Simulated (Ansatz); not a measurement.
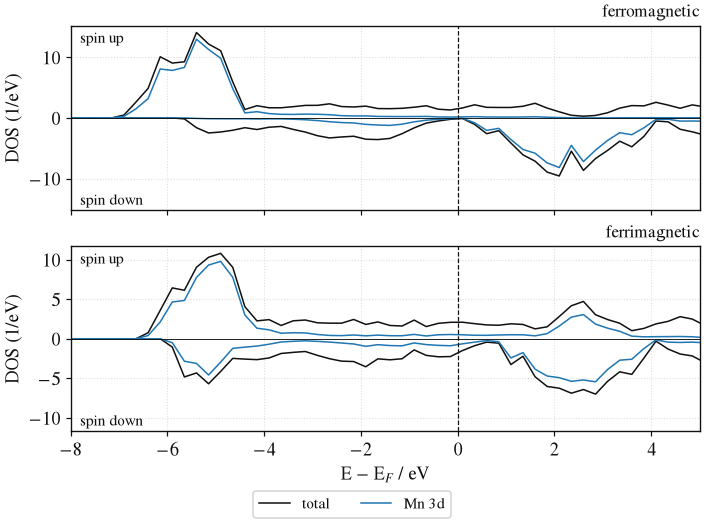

Spin-resolved densities of states of MnSb, space group P1, 8 atoms in the cell, a distorted cell, in two magnetic states on the same cell (spin down negative; each from its own Fermi level). Ansatz 0.2.0; DFT with PBE, PAW plane waves, U = 4.34 eV, J = 0.58 eV on Mn d, spin-polarised, 3×5×3 k mesh, 420 eV cutoff, Fermi-Dirac smearing of 0.1 eV.

Q: How does the magnetic order change the electronic structure?

A: Ferromagnetic: net moment 16.1 μB, local moments 18.2 μB in all, metal; ferrimagnetic: net moment 7.5 μB, local moments 17.7 μB in all, metal.

Q: Which of these states is lowest in energy?

A: The ferromagnetic one; the ferrimagnetic state lies 45 meV an atom higher. Other orders weren't compared here.

The atoms aren't at rest in this cell (largest force 3.0 eV/Å), so the relaxed material can differ.
